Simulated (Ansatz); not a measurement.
Al$_{24}$N$_{25}$ (charge −1): single-point calculation (part 1 of 2)

System: Al$_{24}$N$_{25}$ (defect cell, 49 atoms in the cell, total charge −1).
Method: DFT PBE, scalar-relativistic, plane waves, PAW, spin-polarised (Ansatz 0.2.0).

The structure derives from a Materials Project entry.

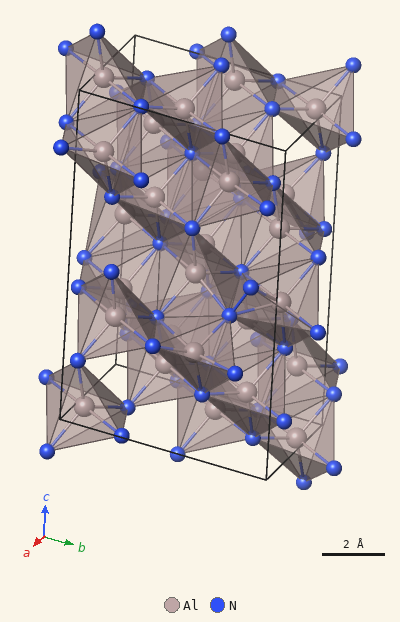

The structure (polyhedral view of the cell of the calculation, seen slightly off an axis; polyhedra are completed across the faces of the cell). An atom can appear more than once, as a periodic image.

The input
```yaml
crystal:
  lattice:
    - [-4.968174, 2.868376, 4.187563]
    - [4.968174, -2.868376, 4.187563]
    - [4.968174, 8.605129, -4.187563]
  atoms:
    - { symbol: Al, position: [0.5370551382, 0.3708148946, 0.1606623291] }
    - { symbol: Al, position: [0.0368216118, 0.8729123904, 0.1621548803] }
    - { symbol: Al, position: [0.8669133511, 0.202066083, 0.327813661] }
    - { symbol: Al, position: [0.3741496029, 0.7096383719, 0.3308154341] }
    - { symbol: Al, position: [0.2174693826, 0.0563409589, 0.5037079261] }
    - { symbol: Al, position: [0.6883121908, 0.5276088328, 0.4899096106] }
    - { symbol: Al, position: [0.5425601145, 0.8779619318, 0.66608079] }
    - { symbol: Al, position: [0.0351822538, 0.3708644829, 0.6628152995] }
    - { symbol: Al, position: [0.8719465129, 0.7081420437, 0.8313167876] }
    - { symbol: Al, position: [0.3740904544, 0.2079979603, 0.8329583826] }
    - { symbol: Al, position: [0.2066518856, 0.5384167683, -0.0031465044] }
    - { symbol: Al, position: [0.7058922603, 0.0389941411, -0.0031250914] }
    - { symbol: Al, position: [0.122041674, 0.2872864444, 0.1615234067] }
    - { symbol: Al, position: [0.6223385141, 0.7879802002, 0.1645943051], spin: 0.2 }
    - { symbol: Al, position: [0.4502387563, 0.1216108653, 0.3272736689] }
    - { symbol: Al, position: [0.955436675, 0.6078255143, 0.3082167809], spin: 0.2 }
    - { symbol: Al, position: [0.7797667504, 0.9641833905, 0.4969170549], spin: 0.2 }
    - { symbol: Al, position: [0.2838181898, 0.4610638351, 0.4968894486] }
    - { symbol: Al, position: [0.1369623142, 0.7899692523, 0.684986444] }
    - { symbol: Al, position: [0.6232620369, 0.2945691277, 0.666286124] }
    - { symbol: Al, position: [0.4575249032, 0.6229408, 0.8321443373] }
    - { symbol: Al, position: [0.9569213442, 0.1227097586, 0.8291297324] }
    - { symbol: Al, position: [0.7902764845, 0.4535400426, -0.007250316] }
    - { symbol: Al, position: [0.2912081172, 0.9546460409, 0.0006573592] }
    - { symbol: "N", position: [0.2823267128, 0.1187083241, 0.1624237316] }
    - { symbol: "N", position: [0.7832963539, 0.6163884401, 0.1529910256], spin: 0.2 }
    - { symbol: "N", position: [0.611485507, 0.9557364163, 0.3282460178], spin: 0.2 }
    - { symbol: "N", position: [0.1213988986, 0.4525731943, 0.3260957328] }
    - { symbol: "N", position: [0.9972448777, 0.8723236262, 0.5607325906], spin: 0.18 }
    - { symbol: "N", position: [0.4531026539, 0.2917939391, 0.4967877903] }
    - { symbol: "N", position: [0.2921597036, 0.6237550413, 0.6675665377] }
    - { symbol: "N", position: [0.7893597026, 0.133535706, 0.6655035193] }
    - { symbol: "N", position: [0.6261555716, 0.4626224563, 0.8310806878] }
    - { symbol: "N", position: [0.1282836832, 0.9616491423, 0.8403422523] }
    - { symbol: "N", position: [0.9567208536, 0.2885298597, -0.0037281419] }
    - { symbol: "N", position: [0.4563834135, 0.7883332627, -0.0025451787] }
    - { symbol: "N", position: [0.3729537559, 0.5386477702, 0.1637998489] }
    - { symbol: "N", position: [0.868987506, 0.0363668647, 0.1630703602] }
    - { symbol: "N", position: [0.6924778279, 0.3562551498, 0.3234907877] }
    - { symbol: "N", position: [0.199495759, 0.871935915, 0.3332569251] }
    - { symbol: "N", position: [0.0385045032, 0.2145324916, 0.4942347304] }
    - { symbol: "N", position: [0.5303678957, 0.7067495193, 0.4996392677] }
    - { symbol: "N", position: [0.3886626268, 0.0525766263, 0.6702537908] }
    - { symbol: "N", position: [0.8728647897, 0.5455682437, 0.6601912996] }
    - { symbol: "N", position: [0.7084062631, 0.8758721633, 0.830680589] }
    - { symbol: "N", position: [0.2063938084, 0.3722248175, 0.8298814355] }
    - { symbol: "N", position: [0.0407422156, 0.7041255618, -0.0032837924] }
    - { symbol: "N", position: [0.5403349394, 0.2045874509, -0.0032175865] }
    - { symbol: "N", position: [0.8711768698, 0.7469048829, 0.4313444822], spin: 0.18 }
magnetization:
  spin_polarized: true
total_charge: -1
basis:
  ecutwfc: 420
  fft_grid_basis: typed
kpoints:
  mp_grid: { grid: [2, 2, 2] }
hamiltonian:
  xc: pbe
  pseudopotentials: { kind: paw }
scf:
  occupations: { method: gaussian, width: 0.05 }
output:
  forces: true
  stress: false
  eigenvalues: true
  bader: true
  write_density: true
  volumetric_format: npy
  populations: true
```

Run as:
```bash
ansatz run input.yaml --threads 4 --pin off --max-ram 10240MiB --backend cpu --events-out ev --progress --plain --runs-dir out
```

Output
```
Engine: ansatz 0.2.0, aarch64-unknown-linux-gnu
Pseudopotentials: kind: paw
Pseudopotential: Al, paw, valence charge 3, recommended cutoff 420 eV (normal), Al.paw.azcp
Pseudopotential: N, paw, valence charge 5, recommended cutoff 420 eV (normal), N.paw.azcp
Functional definition: PBE
  parameter kappa = 0.804
  parameter beta = 0.06672455060314922
  exchange = pbe_x(kappa = kappa, mu = beta*pi^2/3)
  correlation = pbe_c(beta = beta)
Crystal: 49 atoms, lattice volume = 477.402 Å³
Basis set: ecut = 420 eV, 9295 PW (Γ), exchange–correlation on 96×96×150 points (8 copies of the dense FFT grid, shifted against one another)
Bands: 149, of which v1, the nominal top of the filled ones, is band 99 counted from 1 (98 counted from 0)
Symmetry: 1 space group operations
Space group: P1 (ITA 1), of the structure as read, at distance tolerance 7.8e-5 Å
Magnetic group: BNS 1.1 (UNI 1), of the structure as read, at distance tolerance 7.8e-5 Å
k-points: 8
Non-local potential: Al, projectors of the file, l = 0: 2, l = 1: 2, l = 2: 1
Non-local potential: N, projectors of the file, l = 0: 2, l = 1: 2, l = 2: 1
PAW form: soft (Blöchl's): semilocal exchange-correlation on the pseudo side does not see the compensation charge
PAW one-centre angular grid: Al, 110 points (default); XC on 64 Gauss nodes
PAW one-centre angular grid: N, 110 points (default); XC on 64 Gauss nodes
Initial density: superposition of atomic densities (chi_scale 0.1, normalization cell, long waves kept (reshape's long-wave potential 0.21 eV rms))
Starting moments: Σ|m| = 1.36 μB on 7 of 49 sites
Initial wavefunctions: pseudopotential atomic-orbital guess
Functional: x = pbe(κ = 0.804, μ = 0.2195149727645171), c = pbe(β = 0.06672455060314922)
SCF iter   1: F=—  HF=-22576.441383 eV  |F-HF|=—  |Δ(HF+E_count)|=         —  Δρ=6.84e-2 (↑6.59e-2 ↓6.84e-2)  dr2=1.03e2  dr2_m=8.94e-2  M=0.000 μB ∫|m|=0.175 μB  β_m=0.30  ethr=3.10e-3  ⟨swp⟩=7.0  Hψ=11101  notcnv=0  defer=248
preconditioner: auto → Resta (q_TF=auto, 2.356 Å⁻¹)  ε∞=3.6  [insulator: Δε(μ)=2.342 eV  Ē_g=14.732 eV  σ=0.050 eV  W_gap=1.00  n_scr=104 (ndim 8)  ℏωp=23.9 eV  f_vac=0.000  D(μ)=0.00/eV (n_scr^D=0)  ε∞_Penn≈3.6]
spin=Collinear: Resta preconditioning applied to the charge; magnetization (m = ρ↑ − ρ↓) channel mixes plain (no charge-response kernel on spin).
SCF iter   2: F=—  HF=-22552.857937 eV  |F-HF|=—  |Δ(HF+E_count)|=    2.36e1  Δρ=3.39e-2 (↑3.24e-2 ↓3.39e-2)  dr2=2.61e1  dr2_m=4.56e-2  M=0.000 μB ∫|m|=0.144 μB  β_m=0.30  ethr=3.10e-3  ⟨swp⟩=2.9  Hψ=4504  notcnv=0  defer=681
SCF iter   3: F=—  HF=-22545.815716 eV  |F-HF|=—  |Δ(HF+E_count)|=    7.04e0  Δρ=1.69e-2 (↑1.69e-2 ↓1.67e-2)  dr2=2.92e0  dr2_m=2.38e-2  M=0.000 μB ∫|m|=0.120 μB  β_m=0.30  ethr=3.10e-3  ⟨swp⟩=3.3  Hψ=3518  notcnv=0  defer=681
SCF iter   4: F=—  HF=-22545.259214 eV  |F-HF|=—  |Δ(HF+E_count)|=   5.57e-1  Δρ=3.15e-3 (↑3.15e-3 ↓2.76e-3)  dr2=7.78e-2  dr2_m=1.24e-2  M=0.000 μB ∫|m|=0.093 μB  β_m=0.30  ethr=1.47e-3  ⟨swp⟩=2.0  Hψ=2862  notcnv=0  defer=690
SCF iter   5: F=—  HF=-22545.282404 eV  |F-HF|=—  |Δ(HF+E_count)|=   2.32e-2  Δρ=1.91e-3 (↑1.91e-3 ↓1.85e-3)  dr2=2.10e-2  dr2_m=6.67e-3  M=0.000 μB ∫|m|=0.072 μB  β_m=0.30  ethr=3.93e-5  ⟨swp⟩=2.4  Hψ=2969  notcnv=0  defer=690
SCF iter   6: F=—  HF=-22545.294045 eV  |F-HF|=—  |Δ(HF+E_count)|=   1.16e-2  Δρ=1.07e-3 (↑1.00e-3 ↓1.07e-3)  dr2=3.31e-3  dr2_m=3.62e-3  M=0.000 μB ∫|m|=0.056 μB  β_m=0.30  ethr=1.06e-5  ⟨swp⟩=2.0  Hψ=3346  notcnv=0  defer=690
SCF iter   7: F=—  HF=-22545.297288 eV  |F-HF|=—  |Δ(HF+E_count)|=   3.24e-3  Δρ=7.40e-4 (↑6.68e-4 ↓7.40e-4)  dr2=9.38e-4  dr2_m=1.98e-3  M=0.000 μB ∫|m|=0.043 μB  β_m=0.30  ethr=1.67e-6  ⟨swp⟩=2.0  Hψ=3167  notcnv=0  defer=690
Mixer restart at iter 7: flushing history
spin-set hold released at iteration 7 (site moments contracting): the magnetisation degrees of freedom join the quasi-Newton model from the next iteration; the mixer history was flushed
SCF iter   8: F=—  HF=-22545.297928 eV  |F-HF|=—  |Δ(HF+E_count)|=   6.40e-4  Δρ=5.35e-4 (↑5.00e-4 ↓5.35e-4)  dr2=4.21e-4  dr2_m=1.10e-3  M=0.000 μB ∫|m|=0.034 μB  β_m=0.65  ethr=4.74e-7  ⟨swp⟩=2.0  Hψ=3005  notcnv=0  defer=690
SCF iter   9: F=—  HF=-22545.298876 eV  |F-HF|=—  |Δ(HF+E_count)|=   9.47e-4  Δρ=7.23e-5 (↑7.23e-5 ↓7.08e-5)  dr2=3.99e-5  dr2_m=1.51e-5  M=0.000 μB ∫|m|=0.007 μB  β_m=0.65  ethr=2.13e-7  ⟨swp⟩=2.0  Hψ=3278  notcnv=0  defer=690
SCF iter  10: F=—  HF=-22545.298654 eV  |F-HF|=—  |Δ(HF+E_count)|=   2.22e-4  Δρ=2.19e-5 (↑2.17e-5 ↓2.19e-5)  dr2=3.87e-6  dr2_m=1.33e-6  M=0.000 μB ∫|m|=0.002 μB  β_m=0.83  ethr=2.02e-8  ⟨swp⟩=2.0  Hψ=3875  notcnv=0  defer=690
SCF iter  11: F=—  HF=-22545.298660 eV  |F-HF|=—  |Δ(HF+E_count)|=   5.46e-6  Δρ=7.97e-6 (↑7.97e-6 ↓7.65e-6)  dr2=1.13e-6  dr2_m=1.55e-8  M=0.000 μB ∫|m|=0.000 μB  β_m=0.73  ethr=1.95e-9  ⟨swp⟩=2.0  Hψ=3278  notcnv=0  defer=690
SCF iter  12: F=—  HF=-22545.298660 eV  |F-HF|=—  |Δ(HF+E_count)|=   8.90e-8  Δρ=2.10e-6 (↑2.10e-6 ↓1.82e-6)  dr2=6.42e-8  dr2_m=4.17e-9  M=0.000 μB ∫|m|=0.000 μB  β_m=0.75  ethr=5.05e-11  ⟨swp⟩=17.0  Hψ=18002  notcnv=0
SCF iter  13: F=—  HF=-22545.298660 eV  |F-HF|=—  |Δ(HF+E_count)|=   2.26e-8  Δρ=5.63e-7 (↑5.63e-7 ↓5.53e-7)  dr2=3.35e-9  dr2_m=8.20e-10  M=0.000 μB ∫|m|=0.000 μB  β_m=0.88  ethr=3.24e-11  ⟨swp⟩=3.0  Hψ=5424  notcnv=0
SCF iter  14: F=-22545.298660 eV  HF=-22545.298660 eV  |F-HF|=3.31e-10  |Δ(HF+E_count)|=   4.82e-9  Δρ=2.08e-7 (↑2.08e-7 ↓1.92e-7)  dr2=6.61e-10  dr2_m=3.67e-11  M=0.000 μB ∫|m|=0.000 μB  ethr=1.69e-12  ⟨swp⟩=2.5  Hψ=4048  notcnv=0
SCF 1 converged in 14 iterations: F = -22545.298660 eV  dr2 = 6.61e-10
  greatest PAW one-centre occupation: 0.798 electrons in one spin orbital (limit 2), on the N atom at site 48 (counted from 0), in its partial waves of l = 0
```

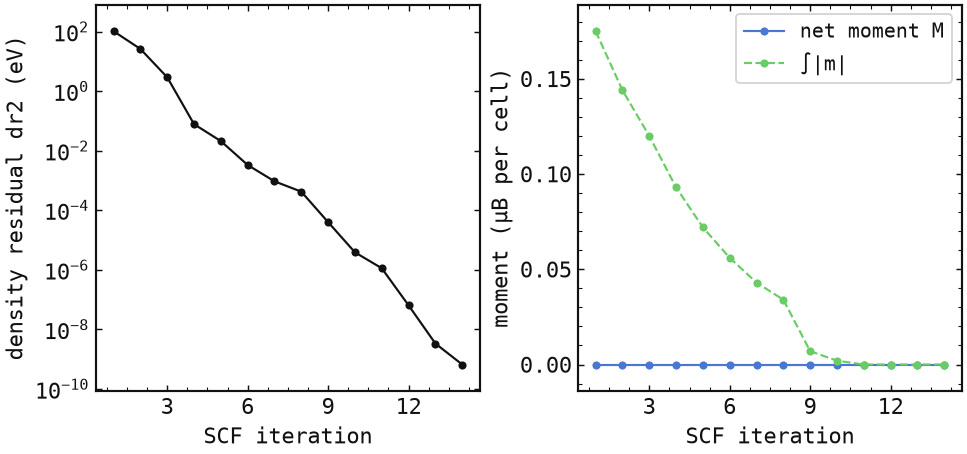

Convergence of the self-consistent field: density residual dr2 and magnetic moment against the SCF iteration. The residual falls at every step. The net moment stays at 0.0 μB per cell, and ∫|m| falls to zero.

```
WARN: the starting moments were not kept: the SCF closed with an absolute magnetisation of 1.4e-5 μB, where they sum to 1.36 μB in size (7 sites). That is at most 0.1 of that sum. Measured as dr2_m measures the in/out step, that magnetisation stands 1.1e-11 eV from none, at or under the dr2_threshold of 1.0e-7 eV: it is no larger than a step whose dr2_m would equal this threshold. The system may hold no moment; this SCF shows only that its start led to no more than that. To try another start: raise the starting moments (crystal.atoms[].spin, magnetization.per_species, magnetization.initial_magnetization, or on a non-collinear deck that types none of these the spinor_matrix: blocks that start its atoms; where the total moment is fixed, keep their sum and leave initial_magnetization as it is; typed ones take the place of any that the run laid by itself, positive ones on a crystal's lanthanoids without a Hubbard term where scf.initial_density.shell_occupations: [] is typed) or, if the notice of its spin-set hold's release reads "site moments contracting" or "site moments show no strong build", lengthen the hold (scf.mixing.spin_hold: { on: { confirm: 4 } }; for m-r²SCAN on two components see the key's manual first). Each may lead to a state that holds a moment. A second SCF, from the converged charge density, with the starting moments and any scf.initial_density.shell_occupations laid on it anew, would have followed, and was not run: the deck does not ask for one (magnetization.retry_lost_moments is false, the default). To let it run, set magnetization.retry_lost_moments: true and run the deck again, where that key's refused combinations let it; where memory then withholds it, that run's warning says so.
SCF converged after 14 iterations
Magnetization: 0.0000 μB (99.0000 up, 99.0000 down)
Absolute magnetization: 0.0000 μB (∫|ρ↑−ρ↓|, with the PAW one-centre terms)
Spin contamination: 0.0000 ħ² per cell (⟨S²⟩ above its minimum at these occupations)
Per-site moments (μB) at R_I (Å): [(2.6888601887712236e-8, 0.7801636707353475), (2.7484291214628735e-8, 0.7840271326006912), (2.5553981071202224e-8, 0.7783486883428902), (2.9788148849926927e-8, 0.7882223729958947), (5.888985132396187e-8, 0.7983721067745098), (6.875828486435325e-8, 0.7986172232563115), (-4.139939230377682e-9, 0.7781078149528752), (-1.0591980843406644e-8, 0.7879717112455532), (-4.69797446971862e-9, 0.7839703640525049), (-5.371748837391989e-9, 0.7797337801361395), (-4.027256471654143e-9, 0.7847456462464942), (-4.66422079401231e-9, 0.7836384754868572), (9.81990851454136e-9, 0.7783960126525152), (-9.406098856236089e-8, 0.7883864605359359), (8.035684014027085e-8, 0.7741737599371437), (-5.02026506012212e-8, 0.7402285287306121), (-8.361990005001764e-8, 0.784644044343652), (1.652296860582591e-8, 0.7891385030041858), (6.309333473228402e-8, 0.7408680404287188), (4.609454428904631e-9, 0.7741989882860459), (2.7372587831378464e-9, 0.7786090891055023), (2.2162753544615656e-9, 0.7879920617912525), (7.087749458258988e-8, 0.7700250213603149), (3.704249481746208e-9, 0.7704054477230354), (3.624887522302138e-8, 0.7783960126525152), (-1.2279334887702306e-6, 0.7667167275148806), (-1.2360901497712807e-6, 0.7741737599371437), (3.082520783155767e-7, 0.7637501162835626), (-7.97780961956046e-7, 0.5707307967971194), (2.643793669794334e-8, 0.7997189161615914), (3.083148470591514e-8, 0.7640158164774552), (2.6914391166372076e-7, 0.7741989882860459), (2.1993628950634022e-8, 0.7786090891055023), (2.7176867712127776e-8, 0.7666828178700137), (3.4037729738876183e-8, 0.7836663886036199), (2.86932236236172e-7, 0.7838387484953943), (2.791494054436491e-7, 0.7855986701208117), (2.7898897672892355e-7, 0.7833128047470451), (2.687658650499651e-7, 0.7783486883428902), (3.0962914406029955e-7, 0.797837690199852), (2.744670478814003e-7, 0.7797469028793055), (2.799114316474151e-7, 0.7796563059714052), (4.988791942168386e-8, 0.7781078149528752), (4.814463854233374e-8, 0.7980244282551556), (4.039076453642798e-9, 0.7829998716032119), (5.413983521926946e-9, 0.7855688182654568), (3.785619206659038e-8, 0.7847456462464942), (3.810646937045813e-8, 0.78234214670009), (-5.761840610409627e-7, 0.5707307967971194)]
Free energy (F): -22545.298660 eV
Harris-Foulkes:  -22545.298660 eV  (|F-HF|=3.31e-10)
Internal energy: -22545.298660 eV  (E = F + TS)
E sigma→0 (E₀):  -22545.298660 eV
Fermi energy:    11.614450 eV
--- Per-component energies (eV) ---
  E_band       = 527.693259
  E_kinetic    = 4017.851116
  E_local      = -5477.626781  (includes V_loc(G=0)·N_el)
  E_nonlocal   = 1367.800569
  E_hartree    = 1947.976502
  E_xc         = -2527.940889
  E_vxc        = -2700.221872  (∫ρ·V_xc dr)
  E_paw        = -14409.089305  (= ΣΔE_a)
  E_vpaw       = -576.065147  (= ΣTr[D̂ρ^β])
  E_aug_tail   = 0.002451  (compensation charges beyond the density's cutoff)
  E_ewald      = -7464.272322
  E_smearing   = -0.000000  (= −TS)
  E_closure    = 0.000000  (closes the sum)
  E_deformation_potential = -18.264772  (in the stress; not in F)
  Σ components = -22545.298660   (vs F -22545.298660, Δ=0.00e0)
```
